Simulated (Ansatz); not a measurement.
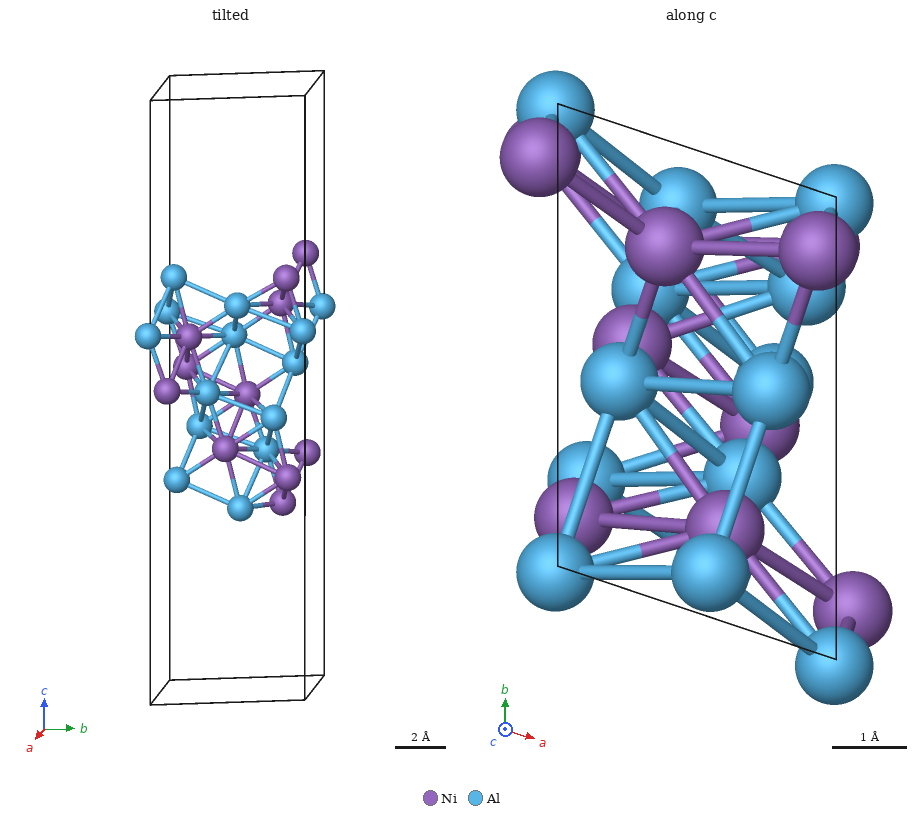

We look at a ball-and-stick model of the crystal slightly off an axis and along the c axis. The wireframe shows the simulation cell. A few atoms beyond the faces are included.

- The stoichiometry is Al$_{11}$Ni$_{8}$.
- Cell content: 11 Al, 8 Ni, that is 1 formula unit.

The initial geometry was a structure listed in the Materials Project, from which a slab was cut. The atoms were relaxed in a fixed cell with DFT PBEsol, scalar-relativistic, plane waves, PAW in Ansatz 0.2.0.
